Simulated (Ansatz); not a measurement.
# TiAl: what the fields show

Input file:

```
crystal:
  lattice:
    - [3.171345645, 0.0, 0.0]
    - [0.0, 3.171345645, 0.0]
    - [0.0, 0.0, 3.171345645]
  atoms:
    - { symbol: Ti, position: [0.0, 0.0, 0.0] }
    - { symbol: Al, position: [0.5, 0.5, 0.5] }
basis:
  ecutwfc: 500
kpoints:
  mp_grid: { grid: [10, 10, 10] }
hamiltonian:
  xc: r2scan
scf:
  occupations: { method: gaussian, width: 0.15 }
output:
  forces: true
  stress: true
  eigenvalues: true
  write_density: true
  write_potential: true
  elf: true
  volumetric_format: npy
```

Launched as:

```sh
ansatz run input.yaml --threads 2 --pin off --max-ram 5120MiB --backend cpu --events-out ev --progress --plain --runs-dir out
```

Below, planes, directions and counts refer to the conventional cell (a = 3.17 Å, b = 3.17 Å, c = 3.17 Å, α = 90.00°, β = 90.00°, γ = 90.00°).

Space group Pm-3m; a structure from a database of computed crystals, not necessarily the ambient phase; computed without spin polarisation.

Method: DFT r2SCAN, scalar-relativistic, plane waves, PAW in Ansatz.

The density is the valence pseudo-density of a PAW calculation; it isn't the true density close to the nuclei.

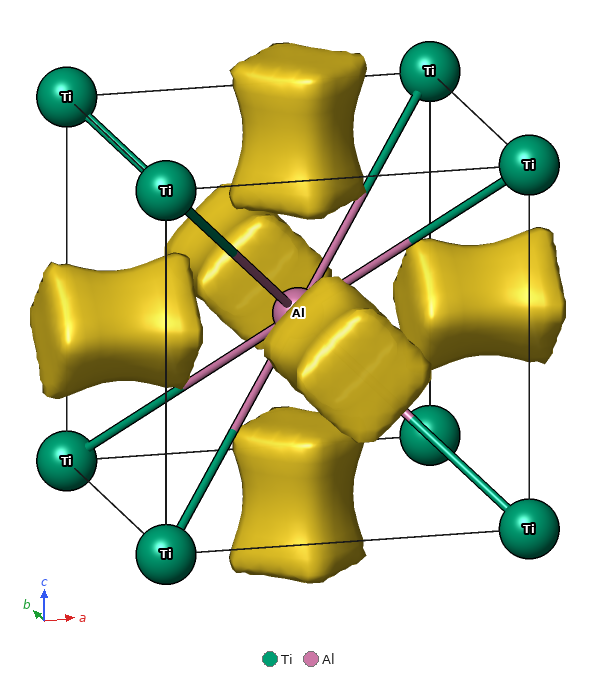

Figure 1. Isosurface of the ELF at 0.65 (yellow), seen at an oblique angle. Only the valence region is drawn (cores and ρ < 0.01 e/Å³ removed). Sticks mark near contacts.

Identify the bonds, lone pairs and shells in this picture.

Answer. The ELF exceeds this value in three pockets between the atoms, centred on no nucleus (multi-centre or interstitial), counted in one cell of 2 atoms. Any copies at cell faces, edges or corners count once.


Ti–Al (2.75 Å): the ELF is about 0.25 at the midpoint; no shared electron pair shows on this line.

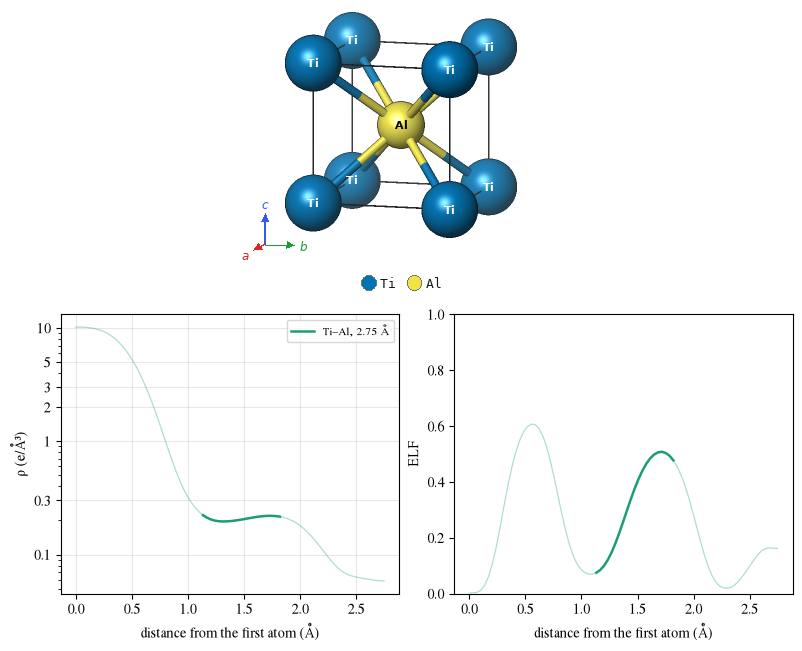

Figure 2. Valence electron density and ELF along straight lines between neighbouring atoms. Thin, pale parts lie inside the atomic spheres. The structure is drawn too.

What can be read from the curves?

Answer. Ti–Al (2.75 Å): ρ at the midpoint is about 0.2 e/Å³; the ELF is about 0.25 at the midpoint (no shared electron pair shows on this line).

Does the calculation make it a metal, or give it a gap?

Answer. It is gapless in this calculation (a metal or semimetal).
